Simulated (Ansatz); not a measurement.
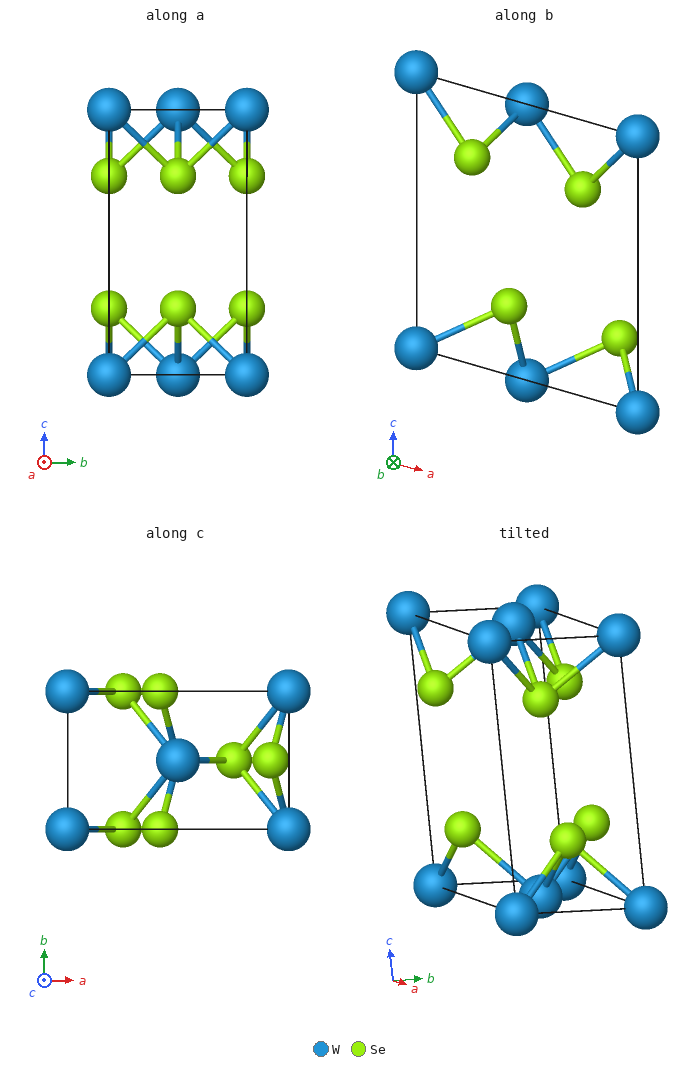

Ball-and-stick drawing of the structure, looking along the a axis, along the b axis, along the c axis and slightly off an axis. The edges of the conventional unit cell are marked.

Lattice parameters: a = 5.7195 Å, b = 3.4217 Å, c = 6.8503 Å, α = 90.000°, β = 106.159°, γ = 90.000°.

### From the views, write a CIF in P1 with every atom of the cell, with free fractional coordinates to two decimals.

```cif
data_structure
_symmetry_space_group_name_H-M 'P 1'
_symmetry_Int_Tables_number 1
_cell_length_a 5.7195
_cell_length_b 3.4217
_cell_length_c 6.8503
_cell_angle_alpha 90.000
_cell_angle_beta 106.159
_cell_angle_gamma 90.000
_cell_volume 128.77
loop_
_atom_site_label
_atom_site_type_symbol
_atom_site_fract_x
_atom_site_fract_y
_atom_site_fract_z
_atom_site_occupancy
W1 W 0.50 0.50 0.00 1
Se1 Se 0.92 0.50 0.25 1
Se2 Se 0.75 0.50 0.75 1
W2 W 0.00 0.00 0.00 1
Se3 Se 0.42 0.00 0.25 1
Se4 Se 0.25 0.00 0.75 1
```

Origin of the cell: a structure type filled with these elements by a generator (whether the compound takes this form wasn't checked). The cell was then strained or its atoms displaced on purpose. An electronic-structure calculation with Ansatz was run on it.
